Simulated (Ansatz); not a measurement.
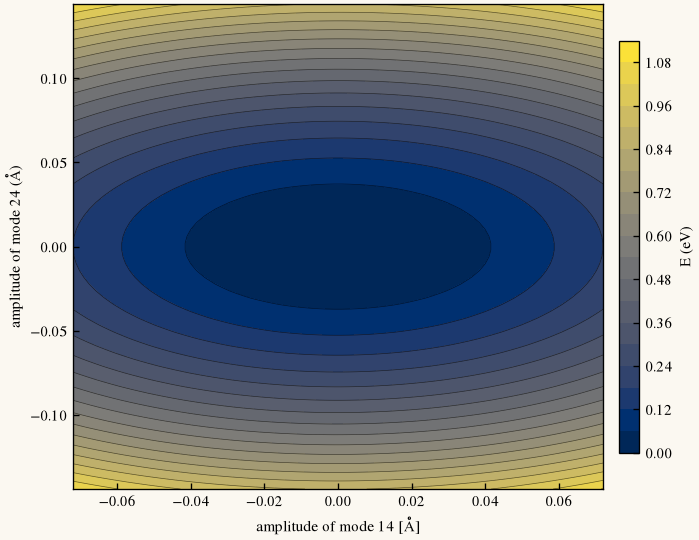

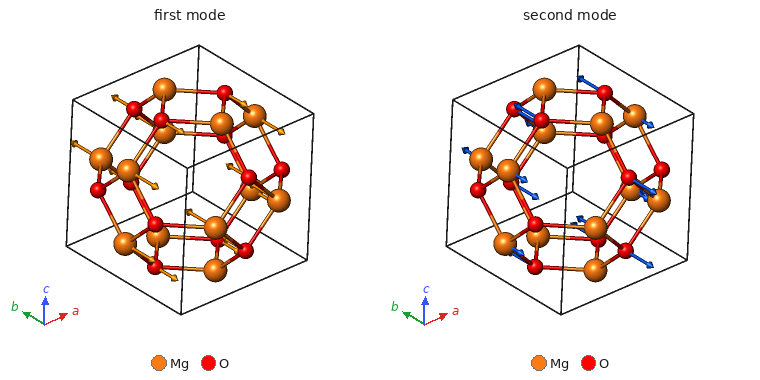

Energy landscape of MgO (Pm-3n, No. 223; 12 atoms in the cell). The energy is mapped over two normal modes frozen in (zone-centre modes of the 12-atom cell of this scan). The first coordinate is: amplitude of mode 14 (373 cm⁻¹), largest displacement; the second: amplitude of mode 24 (512 cm⁻¹), largest displacement. Nothing is relaxed (the cell and all other modes fixed). The grid has 11 × 11 points; 61 points were computed and 60 follow by symmetry. Points are written as (first, second). Energies: eV per cell, counted from the lowest grid point. These are results of DFT LDA, scalar-relativistic, plane waves, PAW in Ansatz, not measurements. Settings: cutoff 520 eV, k-mesh 4×4×4, gaussian smearing 0.05 eV, no spin polarisation.

Drawn: filled contours. Between grid points the surface is interpolated. The second picture is the structure at the lowest point

**Where are the wells?**

The lowest grid point is at (0.000 Å, 0.000 Å). No other kind of well shows on this grid. The highest grid point, (−0.072 Å, 0.144 Å), lies 1.08 eV above the lowest. The gap on the k-mesh is 2.9 eV at the lowest point and runs from 2.4 to 2.9 eV over the map.

The input of one point:

```yaml
crystal:
  lattice:
    - [5.5230736673, 0.0, 0.0]
    - [0.0, 5.5230736673, 0.0]
    - [0.0, 0.0, 5.5230736673]
  atoms:
    - { symbol: Mg, position: [0.25, 0.0, 0.5] }
    - { symbol: Mg, position: [0.0, 0.5, 0.25] }
    - { symbol: Mg, position: [0.5, 0.75, 0.0] }
    - { symbol: Mg, position: [0.75, 0.0, 0.5] }
    - { symbol: Mg, position: [0.0, 0.5, 0.75] }
    - { symbol: Mg, position: [0.5, 0.25, 0.0] }
    - { symbol: O, position: [0.25, 0.5, 0.0] }
    - { symbol: O, position: [0.5, 0.0, 0.25] }
    - { symbol: O, position: [0.0, 0.75, 0.5] }
    - { symbol: O, position: [0.75, 0.5, 0.0] }
    - { symbol: O, position: [0.5, 0.0, 0.75] }
    - { symbol: O, position: [0.0, 0.25, 0.5] }
basis:
  ecutwfc: 520.0
kpoints:
  mp_grid: { grid: [4, 4, 4] }
hamiltonian:
  xc: lda
  pseudopotentials: { kind: paw, azcp: { folder: soft_1 } }
scf:
  occupations: { method: gaussian, width: 0.05 }
output:
  forces: true
  stress: true
  eigenvalues: true
  write_density: true
  write_potential: true
  elf: true
  volumetric_format: npy
```

Each point was launched as `ansatz run input.yaml --threads 4 --pin off --max-ram 8192MiB --backend cpu --events-out ev --progress --plain --runs-dir out`. The whole map (61 points run) took 6.7 min on 4 threads of Arm Neoverse V1, with other jobs on the host.
